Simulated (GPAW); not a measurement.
# black phosphorene monolayer in an electric field

How does black phosphorene monolayer screen a perpendicular field?

Main program and level: GPAW 26.7.0; GPAW, PAW setups; layer in a repeated cell with vacuum, relaxation of atoms and in-plane cell, in the first sound run; inputs show where later runs differ.

## (1) Starting point

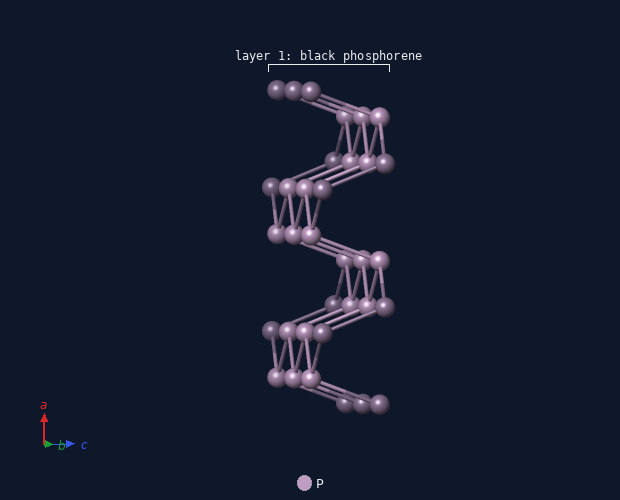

Start, viewed from the side, with the c axis across the page; phosphorus pink. 2×2×1 cells are drawn. Some periodic images of atoms are drawn too.

The cell holds 4 atoms: 4 P. Its edges and angles: a = 4.620 Å, b = 3.300 Å, c = 18.240 Å, α = 90.0°, β = 90.0°, γ = 90.0°. Vacuum lies along c.

Structure file:

```
P
1.0
     4.62000    0.00000    0.00000
     0.00000    3.30000    0.00000
     0.00000    0.00000   18.24000
P
4
Cartesian
  0.4158 0.0000 8.0000
  1.8942 1.6500 8.1000
  4.2042 0.0000 10.2400
  2.7258 1.6500 10.1400
```

## (2) Relaxation

The atoms are relaxed first, since the surface dipole, and with it the work function, follows the positions of the outer layers.

run.py reads:

```python
import json
import numpy as np
from ase import Atoms
from ase.filters import FrechetCellFilter
from ase.optimize import BFGS
from gpaw import GPAW, PW

slab = Atoms(
    ['P', 'P', 'P', 'P'],
    positions=[
        [0.41580, 0.00000, 8.00000],
        [1.89420, 1.65000, 8.10000],
        [4.20420, 0.00000, 10.24000],
        [2.72580, 1.65000, 10.14000]],
    cell=[[4.62, 0.0, 0.0], [0.0, 3.3, 0.0], [0.0, 0.0, 18.24]],
    pbc=[True, True, True])

slab.calc = GPAW(mode=PW(600), xc='PBE', kpts={'size': (6, 8, 1), 'gamma': True},
                 occupations={'name': 'fermi-dirac', 'width': 0.05}, nbands='160%',
                 convergence={'density': 1e-05}, maxiter=200,
                 symmetry={'tolerance': 1e-3}, txt='slab.txt')
result = {}
# The in-plane cell is free; stress needs a cell that repeats along all three vectors
path = []
opt = BFGS(FrechetCellFilter(slab, mask=[1, 1, 0, 0, 0, 1]), maxstep=0.2)
opt.attach(lambda: path.append((slab.get_potential_energy(), slab.positions.tolist(), slab.get_forces().tolist())))
result['relaxed'] = bool(opt.run(fmax=0.02, steps=45))
result['path'] = path
result['cell'] = slab.cell.tolist()
print('in-plane lattice', slab.cell.cellpar().round(4)[[0, 1, 5]])
energy = slab.get_potential_energy()
fermi = slab.calc.get_fermi_level()
v = slab.calc.get_electrostatic_potential().mean((0, 1)) - fermi
n = slab.calc.get_pseudo_density().mean((0, 1))
L = slab.cell[2, 2]
z = np.arange(len(v)) * L / len(v)
low, high = slab.positions[:, 2].min(), slab.positions[:, 2].max()
below, above = np.interp([low - 5.8, high + 5.8], z, v)
slopes = [np.interp(x, z, np.gradient(v, z)) for x in (low - 5.8, high + 5.8)]
eps = np.array([[slab.calc.get_eigenvalues(k, s) for k in range(len(slab.calc.get_ibz_k_points()))]
                for s in range(slab.calc.get_number_of_spins())]) - fermi
top, bottom = eps[eps < 0].max(), eps[eps > 0].min()
dipole = slab.get_dipole_moment()[2]
print(f'energy {energy:.4f} eV, Fermi level {fermi:.4f} eV, dipole {dipole:.5f} e A')
print(f'potential 5.8 A off the faces, from the Fermi level: lower {below:.4f} eV, upper {above:.4f} eV')
print(f'slope of the potential there: lower {slopes[0]:.5f}, upper {slopes[1]:.5f} eV/A')
print(f'nearest levels on the mesh: {top:.4f} and {bottom:.4f} eV')
print('magnetic moment', round(slab.get_magnetic_moment(), 3))
result.update(energy=energy, fermi=fermi, dipole=dipole, below=below, above=above, slopes=slopes, edges=[top, bottom],
              z=z.tolist(), v=v.tolist(), n=n.tolist(), positions=slab.positions.tolist(),
              forces=slab.get_forces(apply_constraint=False).tolist(), moments=slab.get_magnetic_moments().tolist())
json.dump(result, open('result.json', 'w'))
```

Started as:

```sh
$ OMP_NUM_THREADS=1 OPENBLAS_NUM_THREADS=1 python run.py
```

Log:

```text
Step          Energy          fmax
BFGS:    0      -21.194024        1.013409
BFGS:    1      -21.238823        0.819028
BFGS:    2      -21.295049        0.174189
BFGS:    3      -21.296042        0.087549
BFGS:    4      -21.296511        0.066638
BFGS:    5      -21.296997        0.023831
BFGS:    6      -21.297031        0.021387
BFGS:    7      -21.297050        0.017704
in-plane lattice [ 4.6228  3.3061 90.    ]
energy -21.2970 eV, Fermi level -1.5499 eV, dipole 0.00003 e A
potential 5.8 A off the faces, from the Fermi level: lower 4.5865 eV, upper 4.5865 eV
slope of the potential there: lower 0.00006, upper -0.00006 eV/A
nearest levels on the mesh: -0.4625 and 0.4394 eV
magnetic moment 0.0
```

It took 8.8 min on 1 thread of Arm Neoverse N1, shared host; peak memory 0.37 GiB.

This step gave:

* dipole along the normal: 2.57e-5 e·Å
* levels nearest the Fermi level on the mesh: -0.4625, 0.4394 eV from the Fermi level

Electrostatic potential energy of an electron (without an applied field's), less the Fermi level, planar mean against z:

```tsv
z (Å)	electrostatic potential energy of an electron (without an applied field's), less the Fermi level, planar mean (eV)
0	4.59
1	4.59
2	4.59
3	4.59
4	4.59
5	4.58
6	4.47
7	2.14
8	-19.2
9	-1.03
10	-17.4
11	-0.321
12	4.34
13	4.57
14	4.59
15	4.59
16	4.59
17	4.59
18	4.59
```

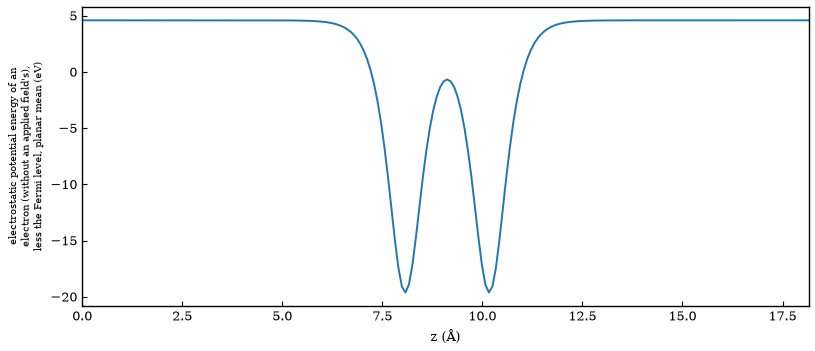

Electrostatic potential energy of an electron (without an applied field's), less the Fermi level, planar mean, plotted against z.

The pseudo valence density, planar mean oscillates, so the rows of the table below give means over windows of 0.52 Å about each position, cut where the curve ends. Its maxima inside the range that stand out by 2 % of the span (Å: e/Å³): 7.82: 0.348, 8.34: 0.344, 9.90: 0.344, 10.42: 0.348. Its minima: 7.99: 0.319, 9.21: 0.247, 10.25: 0.319.

Pseudo valence density, planar mean against z; means over each step:

```tsv
z (Å)	pseudo valence density, planar mean (e/Å³)
3.90	1.3e-5
4.42	6.1e-5
4.94	2.8e-4
5.46	0.00135
5.98	0.00648
6.50	0.0309
7.02	0.127
7.54	0.305
8.06	0.329
8.58	0.320
9.10	0.256
9.62	0.315
10.14	0.329
10.66	0.313
11.18	0.140
11.70	0.0349
12.22	0.00739
12.74	0.00154
13.26	3.3e-4
13.78	6.9e-5
14.30	1.5e-5
```

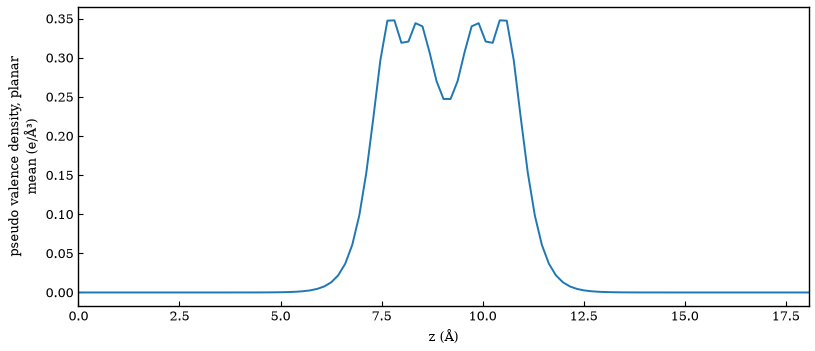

Pseudo valence density, planar mean, plotted against z.

The relaxation lowered the energy of the cell by 0.103 eV (energies extrapolated to zero smearing; the optimiser's log prints free energies). The largest force left on a free atom is 0.0087 eV/Å.

## (3) The slab's potential

With the geometry fixed, the planar mean of the potential gives the vacuum level on each side.

This step: GPAW, PAW setups; slab in vacuum (GPAW 26.7.0).

The cell differs from the one that the last finished run ended in (c 18.240 → 18.111 Å).

run.py: that of step 2 with these lines changed.

```diff
@@ -3,4 +3,2 @@
 from ase import Atoms
-from ase.filters import FrechetCellFilter
-from ase.optimize import BFGS
 from gpaw import GPAW, PW
@@ -10,22 +8,15 @@
     positions=[
-        [0.41580, 0.00000, 8.00000],
-        [1.89420, 1.65000, 8.10000],
-        [4.20420, 0.00000, 10.24000],
-        [2.72580, 1.65000, 10.14000]],
-    cell=[[4.62, 0.0, 0.0], [0.0, 3.3, 0.0], [0.0, 0.0, 18.24]],
-    pbc=[True, True, True])
+        [0.40951, -0.00000, 8.00020],
+        [1.90352, 1.65303, 8.00000],
+        [4.21326, -0.00000, 10.11053],
+        [2.71925, 1.65303, 10.11073]],
+    cell=[[4.62277, 0.0, 0.0], [-0.0, 3.30606, 0.0], [0.0, 0.0, 18.1107]],
+    pbc=[True, True, False])
 
-slab.calc = GPAW(mode=PW(600), xc='PBE', kpts={'size': (6, 8, 1), 'gamma': True},
+slab.calc = GPAW(mode=PW(400), xc='PBE', kpts={'size': (6, 8, 1), 'gamma': True},
                  occupations={'name': 'fermi-dirac', 'width': 0.05}, nbands='160%',
                  convergence={'density': 1e-05}, maxiter=200,
+                 poissonsolver={'dipolelayer': 'xy'},
                  symmetry={'tolerance': 1e-3}, txt='slab.txt')
 result = {}
-# The in-plane cell is free; stress needs a cell that repeats along all three vectors
-path = []
-opt = BFGS(FrechetCellFilter(slab, mask=[1, 1, 0, 0, 0, 1]), maxstep=0.2)
-opt.attach(lambda: path.append((slab.get_potential_energy(), slab.positions.tolist(), slab.get_forces().tolist())))
-result['relaxed'] = bool(opt.run(fmax=0.02, steps=45))
-result['path'] = path
-result['cell'] = slab.cell.tolist()
-print('in-plane lattice', slab.cell.cellpar().round(4)[[0, 1, 5]])
 energy = slab.get_potential_energy()
```

Log:

```text
energy -21.2914 eV, Fermi level -1.5280 eV, dipole 0.00035 e A
potential 5.8 A off the faces, from the Fermi level: lower 4.5882 eV, upper 4.5844 eV
slope of the potential there: lower 0.00006, upper -0.00006 eV/A
nearest levels on the mesh: -0.4626 and 0.4395 eV
magnetic moment 0.0
```

It took 44 s on 1 thread; peak memory 0.21 GiB.

Numbers from this step:

```yaml
dipole_along_the_normal: 3.51e-4 e·Å
levels_nearest_the_fermi_level_on_the_mesh: -0.4626, 0.4395 eV from the Fermi level
upper_work_function: 4.584 eV
lower_work_function: 4.588 eV
upper_ionisation_energy: 5.047 eV
```

Electrostatic potential energy of an electron (without an applied field's), less the Fermi level, planar mean against z:

```tsv
z (Å)	electrostatic potential energy of an electron (without an applied field's), less the Fermi level, planar mean (eV)
0	4.59
2	4.59
4	4.59
6	4.44
8	-19.5
10	-18.6
12	4.38
14	4.58
16	4.58
18	4.59
```

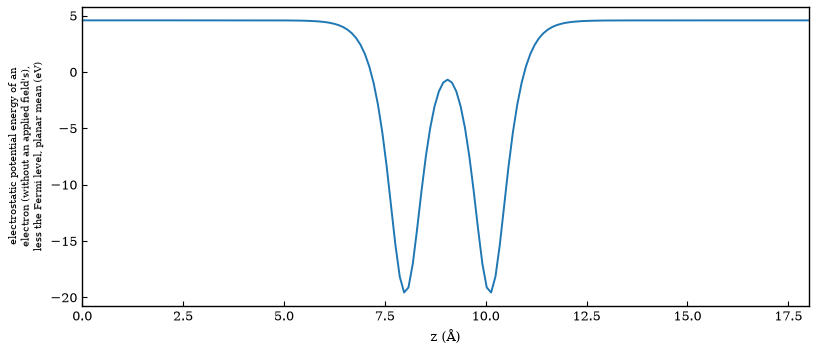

Electrostatic potential energy of an electron (without an applied field's), less the Fermi level, planar mean against z.

The pseudo valence density, planar mean oscillates, so the rows of the table below give means over windows of 0.65 Å about each position, cut where the curve ends. Its maxima inside the range that stand out by 2 % of the span (Å: e/Å³): 7.76: 0.346, 8.41: 0.344, 9.70: 0.344, 10.35: 0.346. Its minima: 7.98: 0.315, 9.06: 0.244, 10.13: 0.315.

Pseudo valence density, planar mean against z; means over each step:

```tsv
z (Å)	pseudo valence density, planar mean (e/Å³)
3.58	6.5e-6
4.23	4.5e-5
4.88	3.1e-4
5.53	0.00218
6.18	0.0155
6.83	0.0965
7.48	0.295
8.13	0.331
8.78	0.283
9.43	0.294
10.08	0.332
10.73	0.272
11.38	0.0772
12.03	0.0119
12.68	0.00168
13.33	2.4e-4
13.98	3.5e-5
14.63	5.1e-6
```

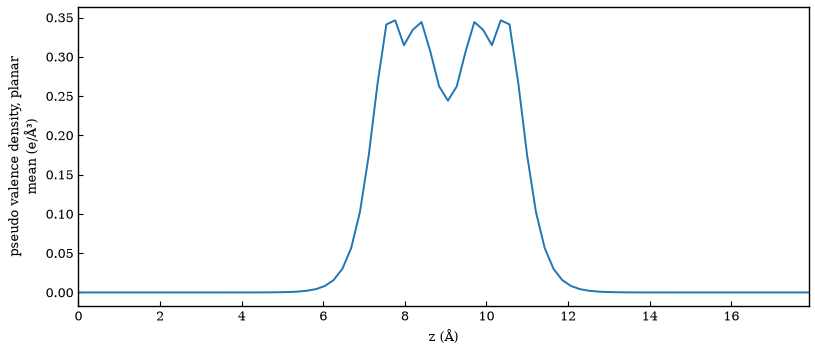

Pseudo valence density, planar mean against z.

The layer is gapped, so the Fermi level lies somewhere inside the gap, set by smearing and numerics, and these work functions are no property of the material; the band edges below the vacuum level are. The potential is flat to 5.6e-5 eV/Å where it is read, so the vacuum is wide enough.

## (4) In a field

A uniform field along the normal polarises the slab; the atoms stay fixed, so this is the electronic response alone.

run.py: that of step 3 with these lines changed.

```diff
@@ -4,2 +4,3 @@
 from gpaw import GPAW, PW
+from gpaw.external import ConstantElectricField
 
@@ -19,2 +20,3 @@
                  poissonsolver={'dipolelayer': 'xy'},
+                 external=ConstantElectricField(-0.2, [0, 0, 1]),
                  symmetry={'tolerance': 1e-3}, txt='slab.txt')
```

Log:

```text
energy -21.2990 eV, Fermi level -1.5304 eV, dipole -0.07678 e A
potential 5.8 A off the faces, from the Fermi level: lower 4.1350 eV, upper 5.0440 eV
slope of the potential there: lower 0.00006, upper -0.00005 eV/A
nearest levels on the mesh: -0.4619 and 0.4388 eV
magnetic moment 0.0
```

Wall time 75 s (1 thread); peak memory 0.23 GiB.

This step gave:

* dipole along the normal: -0.07678 e·Å
* levels nearest the Fermi level on the mesh: -0.4619, 0.4388 eV from the Fermi level
* potential below the slab, the applied field's own ramp left out: 4.135 eV from the Fermi level
* potential above the slab, the applied field's own ramp left out: 5.044 eV from the Fermi level

Table of electrostatic potential energy of an electron (without an applied field's), less the Fermi level, planar mean by z:

```tsv
z (Å)	electrostatic potential energy of an electron (without an applied field's), less the Fermi level, planar mean (eV)
0	4.59
1	4.13
2	4.13
3	4.14
4	4.13
5	4.13
6	4.00
7	1.27
8	-19.7
9	-0.815
10	-18.4
11	0.886
12	4.82
13	5.03
14	5.04
15	5.04
16	5.04
17	5.04
18	4.74
```

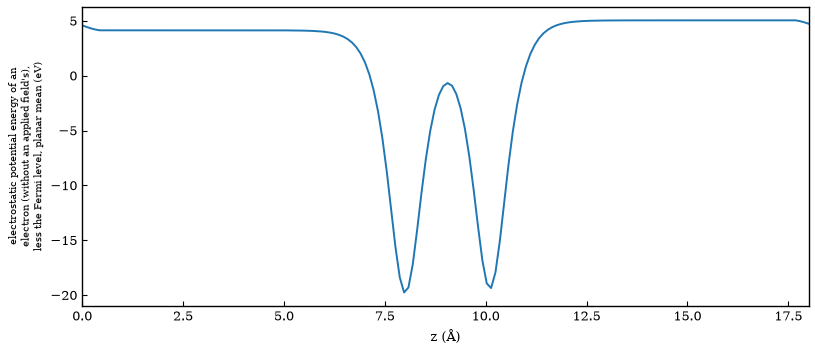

Electrostatic potential energy of an electron (without an applied field's), less the Fermi level, planar mean against z.

The dipole is now -0.0768 e Å, against 3.5e-4 in the run without a field.

## (5) Field on

run.py: that of step 4 with these lines changed.

```diff
@@ -20,3 +20,3 @@
                  poissonsolver={'dipolelayer': 'xy'},
-                 external=ConstantElectricField(-0.2, [0, 0, 1]),
+                 external=ConstantElectricField(-0.1, [0, 0, 1]),
                  symmetry={'tolerance': 1e-3}, txt='slab.txt')
```

Log:

```text
energy -21.2933 eV, Fermi level -1.5286 eV, dipole -0.03838 e A
potential 5.8 A off the faces, from the Fermi level: lower 4.3599 eV, upper 4.8143 eV
slope of the potential there: lower 0.00006, upper -0.00005 eV/A
nearest levels on the mesh: -0.4624 and 0.4394 eV
magnetic moment 0.0
```

Wall time 70 s (1 thread); peak memory 0.23 GiB.

This step gave:

```yaml
dipole_along_the_normal: -0.03838 e·Å
levels_nearest_the_fermi_level_on_the_mesh: -0.4624, 0.4394 eV from the Fermi level
potential_below_the_slab_the_applied_field_s_own_ramp_left_out: 4.360 eV from the Fermi level
potential_above_the_slab_the_applied_field_s_own_ramp_left_out: 4.814 eV from the Fermi level
```

The electrostatic potential energy of an electron (without an applied field's), less the Fermi level, planar mean by z:

```tsv
z (Å)	electrostatic potential energy of an electron (without an applied field's), less the Fermi level, planar mean (eV)
0	4.59
1	4.36
2	4.36
3	4.36
4	4.36
5	4.35
6	4.22
7	1.45
8	-19.6
9	-0.810
10	-18.5
11	0.706
12	4.60
13	4.80
14	4.81
15	4.81
16	4.81
17	4.81
18	4.66
```

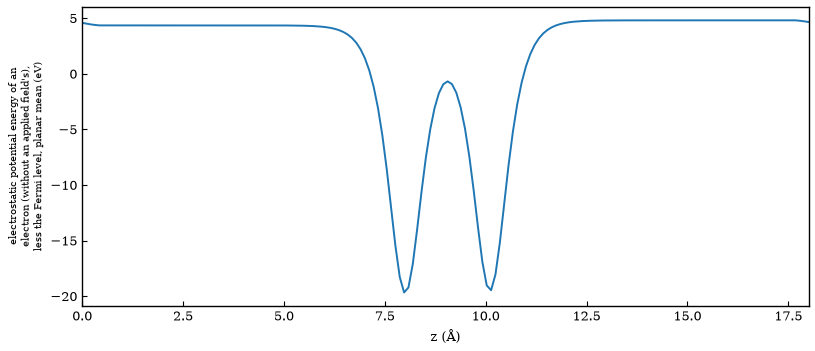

Electrostatic potential energy of an electron (without an applied field's), less the Fermi level, planar mean against z.

The dipole is now -0.0384 e Å, against 3.5e-4 in the run without a field.

## (6) Field on

run.py: that of step 5 with these lines changed.

```diff
@@ -20,3 +20,3 @@
                  poissonsolver={'dipolelayer': 'xy'},
-                 external=ConstantElectricField(-0.1, [0, 0, 1]),
+                 external=ConstantElectricField(-0.05, [0, 0, 1]),
                  symmetry={'tolerance': 1e-3}, txt='slab.txt')
```

Log:

```text
energy -21.2918 eV, Fermi level -1.5282 eV, dipole -0.01919 e A
potential 5.8 A off the faces, from the Fermi level: lower 4.4729 eV, upper 4.7001 eV
slope of the potential there: lower 0.00006, upper -0.00006 eV/A
nearest levels on the mesh: -0.4625 and 0.4395 eV
magnetic moment 0.0
```

Elapsed: 67 s, on 1 thread; peak memory 0.23 GiB.

## (7) Field on

run.py: that of step 6 with these lines changed.

```diff
@@ -20,3 +20,3 @@
                  poissonsolver={'dipolelayer': 'xy'},
-                 external=ConstantElectricField(-0.05, [0, 0, 1]),
+                 external=ConstantElectricField(0.05, [0, 0, 1]),
                  symmetry={'tolerance': 1e-3}, txt='slab.txt')
```

Log:

```text
energy -21.2918 eV, Fermi level -1.5282 eV, dipole 0.01919 e A
potential 5.8 A off the faces, from the Fermi level: lower 4.7001 eV, upper 4.4729 eV
slope of the potential there: lower 0.00006, upper -0.00006 eV/A
nearest levels on the mesh: -0.4625 and 0.4395 eV
magnetic moment 0.0
```

Wall time 67 s (1 thread); peak memory 0.23 GiB.

The electrostatic potential energy of an electron (without an applied field's), less the Fermi level, planar mean by z:

```tsv
z (Å)	electrostatic potential energy of an electron (without an applied field's), less the Fermi level, planar mean (eV)
0	4.59
2	4.70
4	4.70
6	4.55
8	-19.4
10	-18.7
12	4.27
14	4.47
16	4.47
18	4.55
```

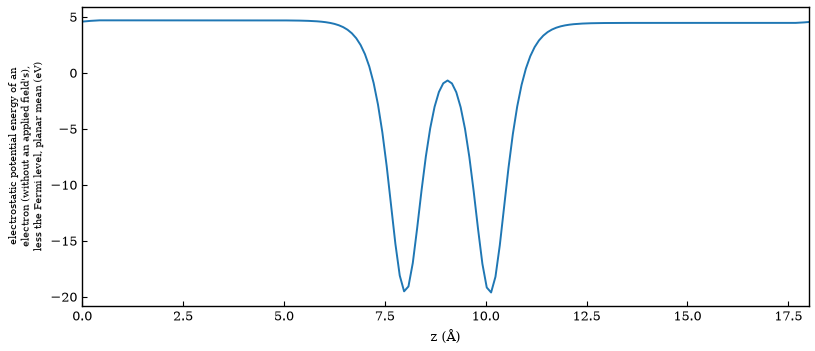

Electrostatic potential energy of an electron (without an applied field's), less the Fermi level, planar mean against z.

(Continued in part 2 of 2.)

[Logs are printed without paths, hosts, clocks, repeated set-up lines and the standing remarks that a program may print on its own settings, such as how far it seeks lower states.]

[Hosts, paths, dates, database ids (printed as entryN), source tags and the programs' standing remarks are cut or masked in the printed files.]
